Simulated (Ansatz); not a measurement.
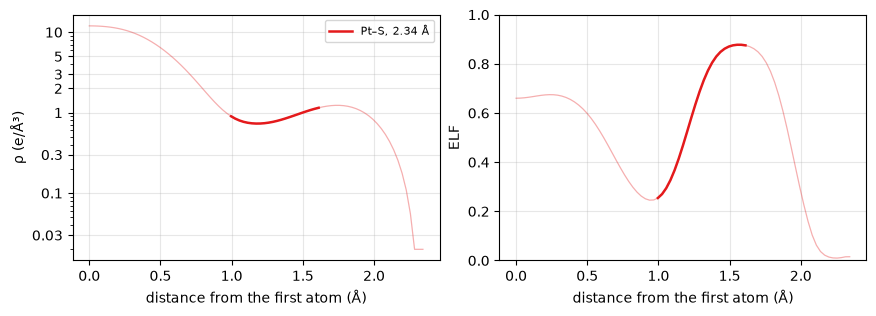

Figure 1: PtS₂. Valence pseudo-density and electron localisation function along straight lines between neighbouring atoms. Thin, pale parts lie inside the atomic spheres.

Space group P-3m1; not relaxed (largest force 1.3 eV/Å); computed pressure about 12 GPa in this cell.

Method: Kohn-Sham DFT of a periodic cell, PBE, Ansatz PAW (Ansatz 0.2.0).

In a PAW calculation such maps are meaningful between the atoms, not at the nuclei.

```yaml
crystal:
  lattice:
    - [3.54320, 0.00000, 0.00000]
    - [-1.77160, 3.06850, 0.00000]
    - [0.00000, 0.00000, 5.03880]
  atoms:
    - { symbol: Pt, position: [0.00000, 0.00000, 0.00000] }
    - { symbol: S, position: [0.66667, 0.33333, 0.77300] }
    - { symbol: S, position: [0.33333, 0.66667, 0.22700] }
```

**What can be read from the curves?**

Pt–S (2.34 Å): ρ at the midpoint is about 0.73 e/Å³; the ELF peaks at about 0.90 in the valence shell of S, 0.8 Å from its nucleus, and is about 0.45 at the midpoint.
